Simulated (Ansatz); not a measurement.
**Run report: B16P17 (charge +1), geometry relaxation (part 1 of 3)**

The run: geometry relaxation of B16P17 (defect cell, 33 atoms in the cell, total charge +1). Method and program: DFT PBE, scalar-relativistic, plane waves, PAW, no spin polarisation (Ansatz 0.2.0).

The structure derives from a Materials Project entry. It belongs to a series of runs on one base structure; here: P interstitial, charge +1, atoms relaxed at the host's cell.

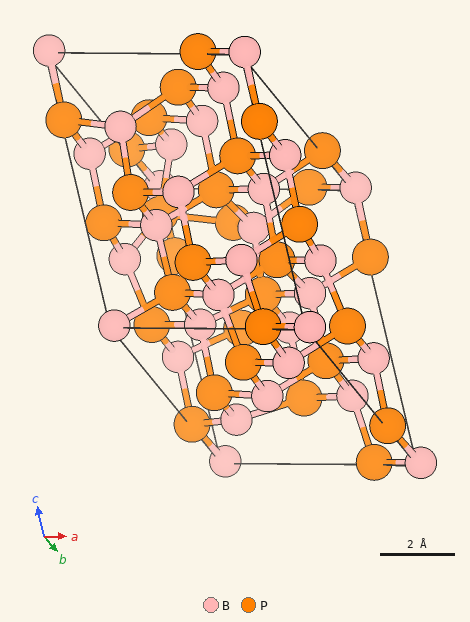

Fig. 1: The structure as given in the input (ball-and-stick view of the cell of the calculation, seen at an oblique angle). An atom can appear more than once, as a periodic image.

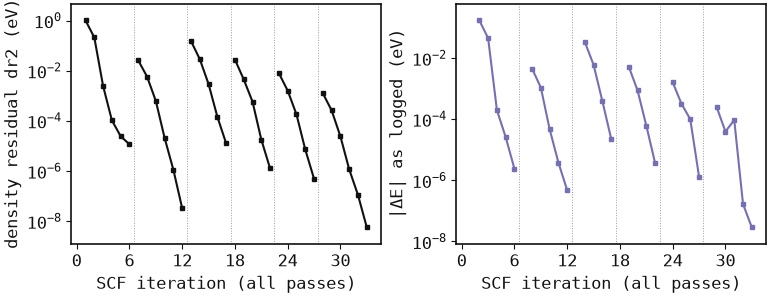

Fig. 2: Convergence of the self-consistent field: density residual dr2 and size of the energy change against the SCF iteration. The dotted lines part the SCF passes of the relaxation: geometry steps, rejected trials and re-solves on a re-selected basis. The 6 passes take 5 to 6 iterations each, 33 in all.

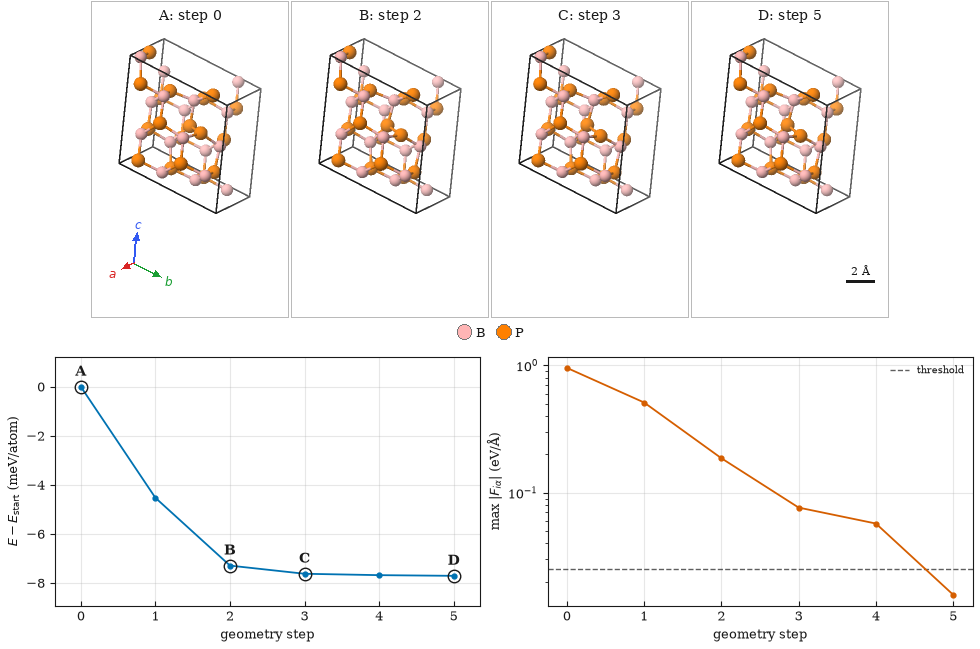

Fig. 3: Frames of the relaxation (ball-and-stick view of the cell of the calculation (origin shifted), seen slightly off an axis) above the curves, on which the letters mark them (the first geometry is step 0 here and step 1 in the log).

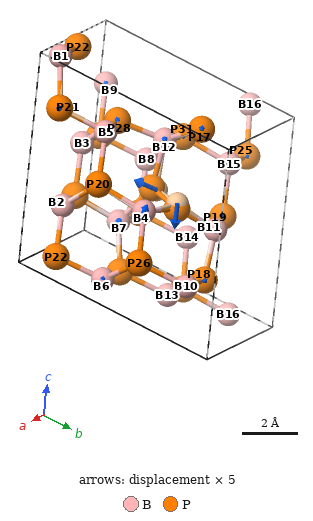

Fig. 4: Start (faint) and end (solid) with the displacements as blue arrows, magnified 5 times (ball-and-stick view of the cell of the calculation (origin shifted), seen slightly off an axis). The largest move is that of P27, 0.23 Å. Largest moves by element: P 0.23 Å, B 0.08 Å. The lattice vectors keep their values. Among the contacts that change: B4–P26 1.851 → 1.919 Å, B11–P33 1.939 → 1.876 Å, B4–P25 1.996 → 1.943 Å, B9–P25 2.044 → 1.996 Å. Among the angles that change: B11–P33–P27 86.3° → 96.6°, B4–P33–B11 138.8° → 148.8°, B7–P27–B12 139.8° → 149.1°. The energy falls by 7.7 meV per atom in 5 geometry steps. The largest force component goes from 0.96 to 0.016 eV/Å. (Atoms are counted from 1 in the order of the input.)

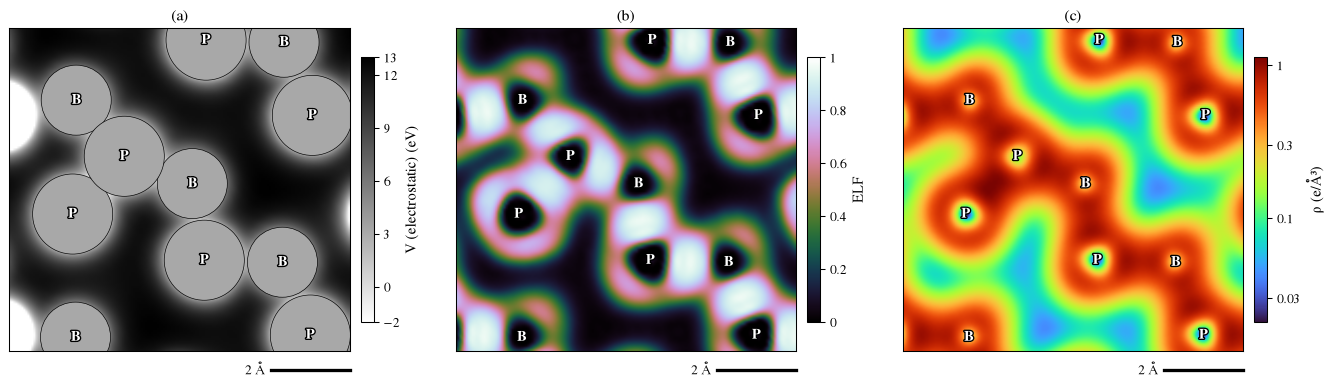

Fig. 5: (a) electrostatic potential (local pseudopotential plus Hartree) felt by an electron; (b) ELF; (c) valence charge density (pseudo) on the (001) plane of the calculation cell. Grey discs, where drawn, cover atomic cores. Atoms in the plane: B and P. B–P (1.86 Å): ρ at the midpoint is about 0.96 e/Å³; the ELF peaks at about 0.90 between the atoms, which marks localised, shared-pair bonding. P–P (1.97 Å): ρ is about 1.1 e/Å³ halfway, a local maximum along the line; the ELF peaks at about 0.90 between the atoms, which marks a covalent bond. B–P (1.98 Å): the density is about 0.88 e/Å³ at the midpoint; the ELF peaks at about 0.95 between the atoms (a covalent bond). B–P (1.98 Å): ρ is about 0.88 e/Å³ halfway; the ELF peaks at about 0.95 between the atoms, which marks a covalent bond. Away from the nuclei the density in this plane falls to 0.04 e/Å³ at its lowest. Outside the cores the potential energy rises away from the atoms and is highest about 1.9 Å from the nearest atoms; outside the discs it spans about 14 eV, and its zero is arbitrary. The fields are those of the smooth PAW valence density.

The input that produced these results follows, with the program's output.

**Input file**
```yaml
crystal:
  lattice:
    - [-4.5481928018, -4.5481928018, -4.5481928018]
    - [-4.5481928018, 4.5481928018, 4.5481928018]
    - [4.5481928018, 4.5481928018, -4.5481928018]
  atoms:
    - { symbol: B, position: [0.4936666336, 0.2498857796, 0.2455201796] }
    - { symbol: B, position: [0.2559329212, 0.2604232805, 0.5032769645] }
    - { symbol: B, position: [0.0054253839, 0.2491415974, 0.7559114881] }
    - { symbol: B, position: [0.5468139388, 0.7650978565, 0.7435073766] }
    - { symbol: B, position: [0.5109534332, 0.5226511562, 0.0125982067] }
    - { symbol: B, position: [0.2604318746, 0.5059769711, 0.2623063023] }
    - { symbol: B, position: [-0.028622783, 0.4632919259, 0.4781285837] }
    - { symbol: B, position: [0.7521731058, 0.5037930687, 0.7571747222] }
    - { symbol: B, position: [0.7639645747, 0.2660683874, 1.0079272879] }
    - { symbol: B, position: [0.5109707606, 0.0091475936, 0.5015157056] }
    - { symbol: B, position: [0.2773772376, 0.0486563562, 0.7561513927] }
    - { symbol: B, position: [0.2372174757, 0.7382498832, 0.0317227171] }
    - { symbol: B, position: [1.0053560425, 0.7601999459, 0.269393403] }
    - { symbol: B, position: [0.7614568112, 0.753438535, 0.5018417654] }
    - { symbol: B, position: [0.0205605885, 0.0079208863, 0.0120288549] }
    - { symbol: B, position: [0.7544914627, -2.13744e-05, 0.2502550251] }
    - { symbol: P, position: [0.5031176505, 0.0016275032, 0.2413508321] }
    - { symbol: P, position: [0.2626142953, 0.0154877379, 0.5011691938] }
    - { symbol: P, position: [0.0146869869, 0.0006270794, 0.7563215882] }
    - { symbol: P, position: [0.5047013012, 0.5102793967, 0.7560512496] }
    - { symbol: P, position: [0.5244613299, 0.2867339492, 0.0190902709] }
    - { symbol: P, position: [0.2581630577, 0.2577071333, 0.2572704399] }
    - { symbol: P, position: [-0.0011001447, 0.2395076457, 0.500055344] }
    - { symbol: P, position: [0.7582280092, 0.256011619, 0.7555261913] }
    - { symbol: P, position: [0.7791365937, 0.0144885053, 0.0156135153] }
    - { symbol: P, position: [0.5175076701, 0.7598072885, 0.4984112716] }
    - { symbol: P, position: [0.1173630003, 0.6855942816, 0.7518667403] }
    - { symbol: P, position: [0.2537403942, 0.4971897033, 0.0106626216] }
    - { symbol: P, position: [0.0116248288, 0.5099327572, 0.2633650526] }
    - { symbol: P, position: [0.737687621, 0.493074636, 0.4944499424] }
    - { symbol: P, position: [-0.0022187723, 0.7539846948, 0.0214491641] }
    - { symbol: P, position: [0.7581719045, 0.7594434613, 0.258979808] }
    - { symbol: P, position: [0.4001478675, -0.113012885, -0.1772610816] }
  host:
    lattice:
      - [0.0, 2.2740964009, 2.2740964009]
      - [2.2740964009, 0.0, 2.2740964009]
      - [2.2740964009, 2.2740964009, 0.0]
    atoms:
      - { symbol: B, position: [0.0, 0.0, 0.0] }
      - { symbol: P, position: [0.25, 0.25, 0.25] }
total_charge: 1
basis:
  ecutwfc: 420
  xc_grid: 2
kpoints:
  mp_grid: { grid: [2, 2, 2], shift: [0.5, 0.5, 0.5] }
hamiltonian:
  xc: pbe
scf:
  occupations: { method: gaussian, width: 0.01 }
output:
  forces: true
  stress: false
  eigenvalues: true
  charged_corrections:
    defect_position: [0.5, 0.0, 0.0]
    epsilon: [[9.2563, 0.0, 0.0], [0.0, 9.2563, 0.0], [0.0, 0.0, 9.2563]]
  write_density: true
  write_potential: true
  elf: true
  volumetric_format: npy
relax:
  adjacent_minimum: "off"
  f_tol: 0.025
  max_steps: 45
```

Command:
```bash
ansatz run input.yaml --threads 4 --pin off --max-ram 10240MiB --backend cpu --events-out ev --progress --plain --runs-dir out
```

**Log**
```
Engine: ansatz 0.2.0, x86_64-unknown-linux-gnu
Pseudopotentials: kind: paw
Pseudopotential: B, paw, valence charge 3, recommended cutoff 420 eV (normal), B.paw.azcp
Pseudopotential: P, paw, valence charge 5, recommended cutoff 420 eV (normal), P.paw.azcp
Functional definition: PBE
  parameter kappa = 0.804
  parameter beta = 0.06672455060314922
  exchange = pbe_x(kappa = kappa, mu = beta*pi^2/3)
  correlation = pbe_c(beta = beta)
Crystal: 33 atoms, lattice volume = 376.337 Å³
Basis set: ecut = 420 eV, 7395 PW (Γ), exchange–correlation on 108×108×108 points (8 copies of the dense FFT grid, shifted against one another)
Bands: 99, of which v1, the nominal top of the filled ones, is band 66 counted from 1 (65 counted from 0)
Symmetry: 1 space group operations
Space group: P1 (ITA 1), of the structure as read, at distance tolerance 7.2e-5 Å
k-points: 4 of 8 (time reversal used)
Non-local potential: B, projectors of the file, l = 0: 2, l = 1: 2, l = 2: 1
Non-local potential: P, projectors of the file, l = 0: 2, l = 1: 2, l = 2: 2
PAW form: soft (Blöchl's): semilocal exchange-correlation on the pseudo side does not see the compensation charge
PAW one-centre angular grid: B, 110 points (default); XC on 64 Gauss nodes
PAW one-centre angular grid: P, 110 points (default); XC on 64 Gauss nodes
Initial density: superposition of atomic densities (neutral atoms scaled as one to the charged cell's electrons: chi_scale 0, normalization atom), corrected by the library's trained network
Initial wavefunctions: pseudopotential atomic-orbital guess
Functional: x = pbe(κ = 0.804, μ = 0.2195149727645171), c = pbe(β = 0.06672455060314922)
SCF iter   1: F=—  HF=-15357.472144 eV  |F-HF|=—  |Δ(HF+E_count)|=         —  Δρ=8.38e-3  dr2=1.01e0  ethr=1.77e-3  ⟨swp⟩=7.0  Hψ=2005  notcnv=0  defer=30
preconditioner: auto → Resta (q_TF=auto, 2.291 Å⁻¹)  ε∞=5.2  [insulator: Δε(μ)=0.087 eV  Ē_g=10.679 eV  σ=0.010 eV  W_gap=1.00  n_scr=78 (ndim 8)  ℏωp=22.0 eV  f_vac=0.000  D(μ)=0.00/eV (n_scr^D=0)  ε∞_Penn≈5.2]
SCF iter   2: F=—  HF=-15357.301440 eV  |F-HF|=—  |Δ(HF+E_count)|=   1.71e-1  Δρ=3.90e-3  dr2=2.12e-1  ethr=7.67e-4  ⟨swp⟩=2.0  Hψ=469  notcnv=0  defer=98
SCF iter   3: F=—  HF=-15357.256376 eV  |F-HF|=—  |Δ(HF+E_count)|=   4.51e-2  Δρ=7.32e-4  dr2=2.46e-3  ethr=1.61e-4  ⟨swp⟩=3.0  Hψ=464  notcnv=0  defer=109
SCF iter   4: F=—  HF=-15357.256178 eV  |F-HF|=—  |Δ(HF+E_count)|=   1.98e-4  Δρ=1.45e-4  dr2=1.05e-4  ethr=1.87e-6  ⟨swp⟩=2.0  Hψ=683  notcnv=0  defer=109
SCF iter   5: F=—  HF=-15357.256204 eV  |F-HF|=—  |Δ(HF+E_count)|=   2.58e-5  Δρ=6.00e-5  dr2=2.42e-5  ethr=7.95e-8  ⟨swp⟩=2.0  Hψ=432  notcnv=0  defer=109
SCF iter   6: F=-15357.256198 eV  HF=-15357.256206 eV  |F-HF|=8.32e-6  |Δ(HF+E_count)|=   2.35e-6  Δρ=3.96e-5  dr2=1.16e-5  ethr=1.18e-8  ⟨swp⟩=21.5  Hψ=3851  notcnv=0
SCF 1 converged in 6 iterations: F = -15357.256198 eV  dr2 = 1.16e-5
  greatest PAW one-centre occupation: 0.802 electrons in one spin orbital (limit 2), on the P atom at site 26 (counted from 0), in its partial waves of l = 0
relax step   1: F+E_penalty+E_count = -15357.25619754 eV  Δ(F+E_penalty+E_count) = +0.000e0 eV  max|allowed force component| = 9.575e-1 eV/Å  Δτ_max = 0.0000 Å  (6 SCF iters, dr2 threshold 1.56e-5 eV, accepted)
Initial density: handed on by an earlier stage of this run
Initial wavefunctions: those handed on with the density
iter 1 solved again at ethr=1.93e-5 eV; its pass at ethr=3.10e-3 eV (dr2=2.55e-2 eV) is discarded
SCF iter   1: F=—  HF=-15357.411228 eV  |F-HF|=—  |Δ(HF+E_count)|=         —  Δρ=2.73e-3  dr2=2.56e-2  ethr=1.93e-5  ⟨swp⟩=2.8  Hψ=1298  notcnv=0  defer=109
preconditioner: auto → Resta (q_TF=auto, 2.291 Å⁻¹)  ε∞=5.2  [insulator: Δε(μ)=0.062 eV  Ē_g=10.686 eV  σ=0.010 eV  W_gap=1.00  n_scr=78 (ndim 8)  ℏωp=22.0 eV  f_vac=0.000  D(μ)=0.00/eV (n_scr^D=0)  ε∞_Penn≈5.2]
SCF iter   2: F=—  HF=-15357.406708 eV  |F-HF|=—  |Δ(HF+E_count)|=   4.52e-3  Δρ=1.43e-3  dr2=5.81e-3  ethr=1.93e-5  ⟨swp⟩=3.0  Hψ=501  notcnv=0  defer=109
SCF iter   3: F=—  HF=-15357.405631 eV  |F-HF|=—  |Δ(HF+E_count)|=   1.08e-3  Δρ=3.10e-4  dr2=6.21e-4  ethr=4.40e-6  ⟨swp⟩=2.8  Hψ=515  notcnv=0  defer=109
iter 4 did not close the SCF: its close was put off for the readings that it lacked (scf_convergence_deferred on its scf_iter line)
SCF iter   4: F=-15357.405584 eV  HF=-15357.405584 eV  |F-HF|=4.86e-8  |Δ(HF+E_count)|=   4.68e-5  Δρ=8.22e-5  dr2=2.07e-5  ethr=4.71e-7  ⟨swp⟩=2.0  Hψ=294  notcnv=0  defer=109
iter 5 did not close the SCF: its close was put off for the readings that it lacked (scf_convergence_deferred on its scf_iter line)
SCF iter   5: F=-15357.405588 eV  HF=-15357.405588 eV  |F-HF|=1.00e-7  |Δ(HF+E_count)|=   3.79e-6  Δρ=1.55e-5  dr2=1.10e-6  ethr=1.57e-8  ⟨swp⟩=2.2  Hψ=545  notcnv=0  defer=109
SCF iter   6: F=-15357.405588 eV  HF=-15357.405588 eV  |F-HF|=1.22e-8  |Δ(HF+E_count)|=   4.65e-7  Δρ=2.40e-6  dr2=3.24e-8  ethr=8.35e-10  ⟨swp⟩=17.8  Hψ=3690  notcnv=0
SCF 2 converged in 6 iterations: F = -15357.405588 eV  dr2 = 3.24e-8
relax step   2: F+E_penalty+E_count = -15357.40558848 eV  Δ(F+E_penalty+E_count) = -1.494e-1 eV  max|allowed force component| = 5.116e-1 eV/Å  Δτ_max = 0.0580 Å  (6 SCF iters, dr2 threshold 5.73e-5 eV, accepted)
SCF iter   1: F=—  HF=-15357.536744 eV  |F-HF|=—  |Δ(HF+E_count)|=         —  Δρ=6.30e-3  dr2=1.51e-1  ethr=1.03e-3  ⟨swp⟩=4.5  Hψ=1006  notcnv=0  defer=109
preconditioner: auto → Resta (q_TF=auto, 2.291 Å⁻¹)  ε∞=5.2  [insulator: Δε(μ)=0.078 eV  Ē_g=10.685 eV  σ=0.010 eV  W_gap=1.00  n_scr=78 (ndim 8)  ℏωp=22.0 eV  f_vac=0.000  D(μ)=0.00/eV (n_scr^D=0)  ε∞_Penn≈5.2]
SCF iter   2: F=—  HF=-15357.503091 eV  |F-HF|=—  |Δ(HF+E_count)|=   3.37e-2  Δρ=3.21e-3  dr2=2.89e-2  ethr=1.15e-4  ⟨swp⟩=2.5  Hψ=585  notcnv=0  defer=109
SCF iter   3: F=—  HF=-15357.497106 eV  |F-HF|=—  |Δ(HF+E_count)|=   5.99e-3  Δρ=7.52e-4  dr2=2.92e-3  ethr=2.19e-5  ⟨swp⟩=3.0  Hψ=537  notcnv=0  defer=109
SCF iter   4: F=—  HF=-15357.496717 eV  |F-HF|=—  |Δ(HF+E_count)|=   3.90e-4  Δρ=2.03e-4  dr2=1.45e-4  ethr=2.21e-6  ⟨swp⟩=2.2  Hψ=529  notcnv=0  defer=109
SCF iter   5: F=-15357.496742 eV  HF=-15357.496740 eV  |F-HF|=2.48e-6  |Δ(HF+E_count)|=   2.29e-5  Δρ=5.67e-5  dr2=1.26e-5  ethr=1.24e-8  ⟨swp⟩=20.0  Hψ=4146  notcnv=0
SCF 3 converged in 5 iterations: F = -15357.496742 eV  dr2 = 1.26e-5
  greatest PAW one-centre occupation: 0.800 electrons in one spin orbital (limit 2), on the P atom at site 32 (counted from 0), in its partial waves of l = 0
relax step   3: F+E_penalty+E_count = -15357.49674200 eV  Δ(F+E_penalty+E_count) = -9.115e-2 eV  max|allowed force component| = 1.867e-1 eV/Å  Δτ_max = 0.2000 Å  (5 SCF iters, dr2 threshold 1.64e-5 eV, accepted)
```
